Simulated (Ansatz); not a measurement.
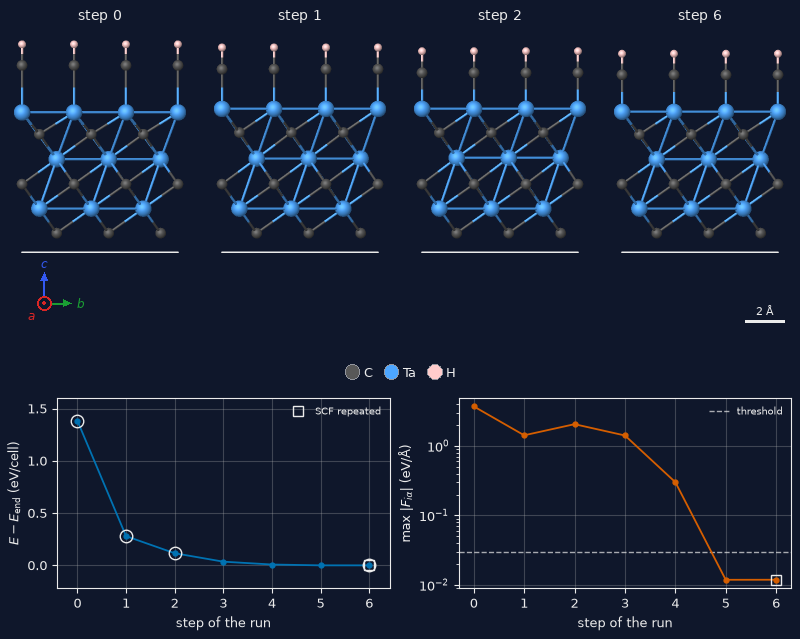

Frames of a constrained relaxation of a slab of composition Ta3HC4 (cut from the Fm-3m phase), marked on the history of the run. A ball-and-stick model of the 2 × 3 repeat of the cell, outlined in the plane, without the vacuum, seen along the a axis.

Case: CH put at a top Ta site. The slab is the (1 1 1) face of TaC with CH on it. 3 atoms are held fixed.

The calculation used DFT PBEsol, scalar-relativistic, plane waves, PAW (Ansatz).

The input:
```yaml
crystal:
  lattice:
    - [3.1393032032, 0.0, 0.0]
    - [-1.5696516016, 2.7187163241, 0.0]
    - [0.0, 0.0, 26.5080758298]
  atoms:
    - { symbol: C, position: [0.3333333333, 0.6666666667, 0.3206569973] }
    - { symbol: Ta, position: [0.6666666667, 0.3333333333, 0.3690050997] }
    - { symbol: C, position: [0.0, 0.0, 0.4173532022] }
    - { symbol: Ta, position: [0.3333333333, 0.6666666667, 0.4664262615] }
    - { symbol: C, position: [0.6666666667, 0.3333333333, 0.5158297939] }
    - { symbol: Ta, position: [0.0, 0.0, 0.558787492] }
    - { symbol: C, position: [0.0, 0.0, 0.6515893994] }
    - { symbol: H, position: [0.0, 0.0, 0.6930861873] }
basis:
  ecutwfc: 420
kpoints:
  mp_grid: { grid: [9, 9, 1] }
hamiltonian:
  xc: pbesol
scf:
  occupations: { method: gaussian, width: 0.1 }
output:
  forces: true
  eigenvalues: true
  write_density: true
  write_potential: true
  elf: true
  volumetric_format: npy
relax:
  adjacent_minimum: "off"
  f_tol: 0.03
  max_steps: 70
  constraints: [{ sites: [0, 1, 2] }]
efield:
  axis: 3
  dipole_correction: true
  ramp_width: 0.04
```

Launched with:
```bash
ansatz run input.yaml --threads 2 --pin off --max-ram 5120MiB --backend cpu --events-out ev --progress --plain --runs-dir out
```

### What happens along the run?

The largest moves, 0.49 Å, are those of C7 and H8. C7 goes along the normal (−c). By element the largest moves are C 0.49 Å, H 0.49 Å, Ta 0.03 Å. The cell doesn't change. Some distances before and after: Ta6–C7 2.460 → 1.940 Å, Ta4–Ta6 3.046 → 3.075 Å, C5–Ta6 2.141 → 2.164 Å, Ta2–Ta4 3.155 → 3.150 Å. The energy falls by 1.383 eV per cell of the calculation in 5 accepted moves (6 points after the start). Largest force component: 3.7 eV/Å at the start, 0.012 eV/Å at the end. 1 step only repeated the SCF at the same geometry. From step 0 to 1: C7 moves most (0.19 Å), energy −1.103 eV per cell of the calculation. From step 1 to 2: C and H atoms move most (0.19 Å), energy −0.164 eV per cell of the calculation. From step 2 to 6: Ta6 moves most (0.16 Å), energy −0.116 eV per cell of the calculation.

Limits of the set-up: the periodic images lie only 3.1 Å apart, so the values are limited by the cell's size.
